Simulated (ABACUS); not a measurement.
# Single-point calculation at one volume of an equation of state, with input and output: Al

The run: single-point calculation at one volume of an equation of state of Al (P6₃/mmc, 2 atoms in the cell). Method and program: Kohn-Sham DFT of a periodic cell, PBE, PseudoDojo NC SR 0.4.1 PBE standard, no spin polarisation (ABACUS 3.10.1).

The structure derives from a Materials Project entry. It belongs to a series of runs on one base structure; here: volume scaled by 1.0.

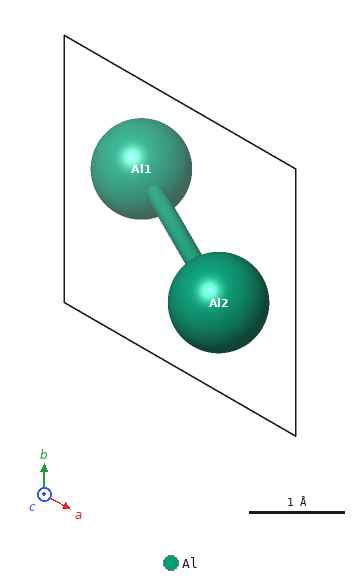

Fig. 1: The input geometry (ball-and-stick view of the cell of the calculation, along the c axis; atoms are numbered from 1 in the order of the input). Near neighbours in the crystal (not all of them lie inside the picture): Al has 12 Al at 2.81 to 2.93 Å.

**The input**
```
INPUT_PARAMETERS
suffix              Al
calculation         scf
basis_type          pw
pseudo_dir          ./
symmetry            1
dft_functional      pbe
ecutwfc             41
pseudo_rcut         10
nspin               1
nbands              7
ks_solver           dav
smearing_method     fd
smearing_sigma      0.00367493
scf_thr             1e-08
scf_nmax            100
mixing_type         broyden
mixing_beta         0.7
cal_force           1
cal_stress          1
kpar                4
```

**File STRU**
```
ATOMIC_SPECIES
Al 26.9815 Al.upf

LATTICE_CONSTANT
1.8897261246

LATTICE_VECTORS
2.8124553515 0.0000000000 0.0000000000
-1.4062276757 2.4356577814 0.0000000000
0.0000000000 0.0000000000 4.8668500000

ATOMIC_POSITIONS
Direct

Al
0.0
2
0.3333333333 0.6666666667 0.2500000000 1 1 1
0.6666666667 0.3333333333 0.7500000000 1 1 1
```

**File KPT**
```
K_POINTS
0
Gamma
11 11 6 0 0 0
```

Hardware: 4 threads of Intel Xeon @ 2.50GHz (Skylake/Cascade Lake), 16 GiB of memory available, shared host.

Launch command:
```bash
OMP_NUM_THREADS=1 mpirun -np 4 abacus > log
```

**What the program printed**
```
ABACUS v3.10.1

               Atomic-orbital Based Ab-initio Computation at UStc

 ------------------------------------------------------------------------------------

 READING GENERAL INFORMATION
                           global_out_dir = OUT.Al/
                           global_in_card = INPUT
                               pseudo_dir = ./
                              orbital_dir =
                                    DSIZE = 4
                                    GSIZE = 1

 READING UNITCELL INFORMATION
                                    ntype = 1
                  lattice constant (Bohr) = 1.88973
              lattice constant (Angstrom) = 1

 READING ATOM TYPE 1
                               atom label = Al
                      L=0, number of zeta = 1
                      L=1, number of zeta = 1
                      L=2, number of zeta = 1
             number of atom for this type = 2

                        TOTAL ATOM NUMBER = 2
DIRECT COORDINATES
    atom                   x                   y                   z     mag                  vx                  vy                  vz
taud_Al1            0.3333333333        0.6666666667        0.2500000000  0.0000        0.0000000000        0.0000000000        0.0000000000
taud_Al2            0.6666666667        0.3333333333        0.7500000000  0.0000        0.0000000000        0.0000000000        0.0000000000

                          Volume (Bohr^3) = 224.981
                             Volume (A^3) = 33.3388

 Lattice vectors: (Cartesian coordinate: in unit of a_0)
             +2.81246                  +0                  +0
             -1.40623            +2.43566                  +0
                   +0                  +0            +4.86685
 Reciprocal vectors: (Cartesian coordinate: in unit of 2 pi/a_0)
            +0.355561           +0.205283                  -0
                   -0           +0.410567                  -0
                   +0                  -0           +0.205472
 The esolver type has been set to : ksdft_pw

                PAO radial cut off (Bohr) = 10

 Read in pseudopotential file is Al.upf
                     pseudopotential type = NC
          exchange-correlation functional = PBE
                 nonlocal core correction = 1
                        valence electrons = 3
                                     lmax = 2
                           number of zeta = 2
                     number of projectors = 6
                           L of projector = 0
                           L of projector = 0
                           L of projector = 1
                           L of projector = 1
                           L of projector = 2
                           L of projector = 2
     initial pseudo atomic orbital number = 8

 SETUP THE ELECTRONS NUMBER
            electron number of element Al = 3
      total electron number of element Al = 6
            AUTOSET number of electrons:  = 6
                           occupied bands = 3
                                   NBANDS = 7
                                   NLOCAL = 18

 SETUP THE PLANE WAVE BASIS
 energy cutoff for charge/potential (unit:Ry) = 164
            fft grid for charge/potential = [ 24, 24, 40 ]
                        fft grid division = [ 1, 1, 1 ]
        big fft grid for charge/potential = [ 24, 24, 40 ]
                                     nbxx = 23040
                                     nrxx = 23040

 SETUP PLANE WAVES FOR CHARGE/POTENTIAL
                    number of plane waves = 7921
                         number of sticks = 313

 PARALLEL PW FOR CHARGE/POTENTIAL
     PROC   COLUMNS(POT)             PW
        1            313           7921
 --------------- sum -------------------
        1            313           7921
                            number of |g| = 451
                                  max |g| = 14.7247
                                  min |g| = 0

----------- Double Check Mixing Parameters Begin ------------
mixing_type: broyden
mixing_beta: 0.7
mixing_gg0: 1
mixing_gg0_min: 0.1
mixing_ndim: 8
----------- Double Check Mixing Parameters End ------------

 LATTICE VECTORS: (CARTESIAN COORDINATE: IN UNIT OF A0)
             +2.81246                  +0                  +0
             -1.40623            +2.43566                  +0
                   +0                  +0            +4.86685
                       right hand lattice = 1
                                   NORM_A = 2.81246
                                   NORM_B = 2.81246
                                   NORM_C = 4.86685
                           ALPHA (DEGREE) = 90
                           BETA  (DEGREE) = 90
                           GAMMA (DEGREE) = 120

 The lattice vectors have been changed (STRU_SIMPLE.cif)

(for optimal symmetric configuration:)
                             BRAVAIS TYPE = 4
                     BRAVAIS LATTICE NAME = 04. Hexagonal cell
                                    ibrav = 4
                                    IBRAV = 4
                                  BRAVAIS = HEXAGONAL CELL
                       LATTICE CONSTANT A = 2.81246
                                C/A RATIO = 1.73046
Original cell was already a primitive cell.
                        ROTATION MATRICES = 24
              PURE POINT GROUP OPERATIONS = 12
                   SPACE GROUP OPERATIONS = 24
                                       C2 = 3
                                       C3 = 2
                                       C4 = 0
                                       C6 = 0
                                       S1 = 3
                                       S3 = 0
                                       S4 = 0
                                       S6 = 2
                              POINT GROUP = D_3d
                                       C2 = 7
                                       C3 = 2
                                       C4 = 0
                                       C6 = 2
                                       S1 = 7
                                       S3 = 2
                                       S4 = 0
                                       S6 = 2
               POINT GROUP IN SPACE GROUP = D_6h

 SETUP K-POINTS
                                    nspin = 1
                   Input type of k points = Monkhorst-Pack(Gamma)
                                   nkstot = 726
                       right hand lattice = 1
(for reciprocal lattice: )
                             BRAVAIS TYPE = 4
                     BRAVAIS LATTICE NAME = 04. Hexagonal cell
                                    ibrav = 4
                       right hand lattice = 1
(for k-lattice: )
                             BRAVAIS TYPE = 4
                     BRAVAIS LATTICE NAME = 04. Hexagonal cell
                                    ibrav = 4
                       right hand lattice = 1
                        ROTATION MATRICES = 24
                               nkstot_ibz = 64
K-POINTS REDUCTION ACCORDING TO SYMMETRY
     IBZ    DIRECT_X    DIRECT_Y    DIRECT_Z  WEIGHT  ibz2bz
       1  0.00000000  0.00000000  0.00000000  0.0014       0
       2 -0.09090909  0.09090909  0.00000000  0.0083       1
       3 -0.18181818  0.18181818  0.00000000  0.0083       2
       4 -0.27272727  0.27272727  0.00000000  0.0083       3
       5 -0.36363636  0.36363636  0.00000000  0.0083       4
       6 -0.45454545  0.45454545  0.00000000  0.0083       5
       7 -0.09090909  0.18181818  0.00000000  0.0083      12
       8 -0.18181818  0.27272727  0.00000000  0.0165      13
       9 -0.27272727  0.36363636  0.00000000  0.0165      14
      10 -0.36363636  0.45454545  0.00000000  0.0165      15
      11  0.45454545  0.45454545  0.00000000  0.0083      16
      12 -0.18181818  0.36363636  0.00000000  0.0083      24
      13 -0.27272727  0.45454545  0.00000000  0.0165      25
      14  0.45454545  0.36363636  0.00000000  0.0165      26
      15  0.45454545  0.27272727  0.00000000  0.0083      36
      16  0.36363636  0.36363636  0.00000000  0.0083      37
      17  0.00000000  0.00000000  0.16666667  0.0028     121
      18 -0.09090909  0.09090909  0.16666667  0.0165     122
      19 -0.18181818  0.18181818  0.16666667  0.0165     123
      20 -0.27272727  0.27272727  0.16666667  0.0165     124
      21 -0.36363636  0.36363636  0.16666667  0.0165     125
      22 -0.45454545  0.45454545  0.16666667  0.0165     126
      23 -0.09090909  0.18181818  0.16666667  0.0165     133
      24 -0.18181818  0.27272727  0.16666667  0.0331     134
      25 -0.27272727  0.36363636  0.16666667  0.0331     135
      26 -0.36363636  0.45454545  0.16666667  0.0331     136
      27  0.45454545  0.45454545  0.16666667  0.0165     137
      28 -0.18181818  0.36363636  0.16666667  0.0165     145
      29 -0.27272727  0.45454545  0.16666667  0.0331     146
      30  0.45454545  0.36363636  0.16666667  0.0331     147
[... 34 further k points ...]

                               nkstot now = 64
[... K-POINTS DIRECT COORDINATES: 64 rows ...]

           k-point number in this process = 16
       minimum distributed K point number = 16
[... stars of the k points ...]

[... K-POINTS CARTESIAN COORDINATES: 16 rows ...]

[... K-POINTS DIRECT COORDINATES: 16 rows ...]

 SETUP PLANE WAVES FOR WAVE FUNCTIONS
     energy cutoff for wavefunc (unit:Ry) = 41
              fft grid for wave functions = [ 24, 24, 40 ]
                    number of plane waves = 1581
                         number of sticks = 109

 PARALLEL PW FOR WAVE FUNCTIONS
     PROC   COLUMNS(POT)             PW
        1            109           1581
 --------------- sum -------------------
        1            109           1581

 SETUP NONLOCAL PSEUDOPOTENTIALS IN PLANE WAVE BASIS
 Al non-local projectors:
 projector 1 L=0
 projector 2 L=0
 projector 3 L=1
 projector 4 L=1
 projector 5 L=2
 projector 6 L=2
      TOTAL NUMBER OF NONLOCAL PROJECTORS = 36

 Init Non-Local PseudoPotential table :
 Init Non-Local-Pseudopotential done.

                                     npwx = 1017

 Make real space PAO into reciprocal space.
       max mesh points in Pseudopotential = 1001
     dq(describe PAO in reciprocal space) = 0.01
                                    max q = 773

 number of pseudo atomic orbitals for Al is 2
WARNING: norm of atomic wavefunction # 1 of atomic type Al is 0.99999, renormalized
WARNING: norm of atomic wavefunction # 2 of atomic type Al is 0.998797, renormalized

 -------------------------------------------
 SELF-CONSISTENT
 -------------------------------------------
                                 init_chg = atomic

 PW ALGORITHM --------------- ION=   1  ELEC=   1--------------------------------
 Notice: Threshold on eigenvalues was too large.
 hsover_error=0.06 > DRHO=0.0116381
 Origin diag ethr = 0.01
 New diag ethr = 0.000193968

 Density error is 0.0113638570113
                          Error Threshold = 0.00019396754268
----------------------------------------------------------
     Energy           Rydberg                 eV
----------------------------------------------------------
 E_KohnSham     -9.2664451704        -126.0764545218
 E_Harris       -9.2258046376        -125.5235117059
 E_Fermi        0.5790669199         7.8786096346
----------------------------------------------------------

 PW ALGORITHM --------------- ION=   1  ELEC=   2--------------------------------

 Density error is 0.00133271808548
                          Error Threshold = 0.000189397616854
----------------------------------------------------------
     Energy           Rydberg                 eV
----------------------------------------------------------
 E_KohnSham     -9.2661149526        -126.0719616782
 E_Harris       -9.2503166158        -125.8570142788
 E_Fermi        0.5771689575         7.8527865313
----------------------------------------------------------

 PW ALGORITHM --------------- ION=   1  ELEC=   3--------------------------------

 Density error is 1.37973943891e-06
                          Error Threshold = 2.22119680913e-05
----------------------------------------------------------
     Energy           Rydberg                 eV
----------------------------------------------------------
 E_KohnSham     -9.2661673776        -126.0726749573
 E_Harris       -9.2662156840        -126.0733321990
 E_Fermi        0.5764400478         7.8428692057
----------------------------------------------------------

 PW ALGORITHM --------------- ION=   1  ELEC=   4--------------------------------

 Density error is 3.46798028672e-07
                          Error Threshold = 2.29956573151e-08
----------------------------------------------------------
     Energy           Rydberg                 eV
----------------------------------------------------------
 E_KohnSham     -9.2661725350        -126.0727451269
 E_Harris       -9.2659489176        -126.0697026558
 E_Fermi        0.5764431877         7.8429119261
----------------------------------------------------------

 PW ALGORITHM --------------- ION=   1  ELEC=   5--------------------------------

 Density error is 1.50473320916e-09
                          Error Threshold = 5.77996714454e-09
----------------------------------------------------------
     Energy           Rydberg                 eV
----------------------------------------------------------
 E_KohnSham     -9.2661725417        -126.0727452182
 E_KS(sigma->0) -9.2660062021        -126.0704820521
 E_Harris       -9.2661821263        -126.0728756230
 E_band         1.5105982255         20.5527432549
 E_one_elec     5.8064624200         79.0009741354
 E_Hartree      0.0150729989         0.2050786705
 E_xc           -4.3231757719        -58.8198239531
 E_Ewald        -10.7641995096       -146.4544477388
 E_entropy(-TS) -0.0003326792        -0.0045263322
 E_descf        0.0000000000         0.0000000000
 E_exx          0.0000000000         0.0000000000
 E_Fermi        0.5764343368         7.8427915027
----------------------------------------------------------

 charge density convergence is achieved
 final etot is -126.07274522 eV
 EFERMI = 7.8427915027 eV

 STATE ENERGY(eV) AND OCCUPATIONS    NSPIN == 1
 1/16 kpoint (Cartesian) = 0.0000 0.0000 0.0000 (991 pws)
       1       -3.24862     0.00275482
       2        2.75795     0.00275482
       3        2.98736     0.00275482
       4        19.2484        0.00000
       5        19.2484        0.00000
       6        19.4744        0.00000
       7        19.4744        0.00000

 2/16 kpoint (Cartesian) = -0.032324 0.018662 0.0000 (1017 pws)
       1       -3.04258      0.0165289
       2        2.95977      0.0165289
       3        3.18015      0.0165289
       4        16.1716    7.49433e-75
       5        17.6044    2.69248e-87
       6        18.5585        0.00000
       7        19.9190        0.00000

 3/16 kpoint (Cartesian) = -0.064647 0.037324 0.0000 (1007 pws)
       1       -2.42625      0.0165289
       2        3.55968      0.0165289
       3        3.75849      0.0165289
       4        12.7381    4.99269e-45
       5        16.2044    3.89608e-75
       6        17.1245    3.96441e-83
       7        18.3112        0.00000

 4/16 kpoint (Cartesian) = -0.096971 0.055986 0.0000 (1001 pws)
       1       -1.40511      0.0165289
       2        4.53369      0.0165289
       3        4.72186      0.0165289
       4        9.55452    2.24075e-17
       5        14.7551    1.50866e-62
       6        15.1563    4.94418e-66
       7        15.3580    8.75143e-68

 5/16 kpoint (Cartesian) = -0.12929 0.074648 0.0000 (998 pws)
       1      0.0116668      0.0165289
       2        5.63717      0.0165289
       3        6.06668      0.0165289
       4        6.93173      0.0165289
       5        12.2173    1.66594e-40
       6        12.5010    5.71721e-43
       7        14.4591    5.62230e-60

 6/16 kpoint (Cartesian) = -0.16162 0.093311 0.0000 (992 pws)
       1        1.80905      0.0165289
       2        3.95423      0.0165289
       3        7.75799      0.0139674
       4        7.76502      0.0136480
       5        9.91738    1.57984e-20
       6        10.0451    1.22694e-21
       7        14.1110    5.93154e-57

[... levels at 10 further k points ...]

------------------------------------------------------------------------------------------
 TOTAL-FORCE (eV/Angstrom)
------------------------------------------------------------------------------------------
                       Al1         0.0000000000         0.0000000000         0.0000000000
                       Al2         0.0000000000         0.0000000000         0.0000000000
------------------------------------------------------------------------------------------

----------------------------------------------------------------
 TOTAL-STRESS (KBAR)
----------------------------------------------------------------
        14.6301307126        -0.0000000003         0.0000000000
        -0.0000000003        14.6301307127        -0.0000000000
         0.0000000000         0.0000000000       -31.3272702805
----------------------------------------------------------------
 TOTAL-PRESSURE: -0.689003 KBAR

 --------------------------------------------
 !FINAL_ETOT_IS -126.0727452181892261 eV
 --------------------------------------------
```

**Standard output**
```
ABACUS v3.10.1

               Atomic-orbital Based Ab-initio Computation at UStc

 UNIFORM GRID DIM        : 24 * 24 * 40
 UNIFORM GRID DIM(BIG)   : 24 * 24 * 40
 ---------------------------------------------------------
 Self-consistent calculations for electrons
 ---------------------------------------------------------
 SPIN    KPOINTS         PROCESSORS  THREADS
 1       64              4           4
 ---------------------------------------------------------
 Use plane wave basis
 ---------------------------------------------------------
 ELEMENT NATOM       XC
 Al      2
 ---------------------------------------------------------
 Initial plane wave basis and FFT box
 ---------------------------------------------------------
 -------------------------------------------
 SELF-CONSISTENT :
 -------------------------------------------
 START CHARGE      : atomic
 ITER       ETOT/eV          EDIFF/eV         DRHO     TIME/s
 DA1     -1.26076455e+02   0.00000000e+00   1.1364e-02   0.60
 DA2     -1.26071962e+02   4.49284360e-03   1.3327e-03   0.18
 DA3     -1.26072675e+02  -7.13279081e-04   1.3797e-06   0.22
 DA4     -1.26072745e+02  -7.01696405e-05   3.4680e-07   0.44
 DA5     -1.26072745e+02  -9.12863743e-08   1.5047e-09   0.19
----------------------------------------------------------------
 TOTAL-STRESS (KBAR)
----------------------------------------------------------------
        14.6301307126        -0.0000000003         0.0000000000
        -0.0000000003        14.6301307127        -0.0000000000
         0.0000000000         0.0000000000       -31.3272702805
----------------------------------------------------------------
 TOTAL-PRESSURE: -0.689003 KBAR
```

**Key numbers**

- outcome: converged
- space group (tolerance 0.01 Å): P6₃/mmc (194)
- electrons treated: 6
- free energy: −126.0727 eV
- Fermi energy: 7.843 eV
- gap on the k-point mesh: none (metallic)
- pressure: −0.07 GPa
- largest force (length of the vector): under 0.001 eV/Å
- wall time: 2.3 s (CPU time 8.9 s)
- peak memory: 0.2 GiB
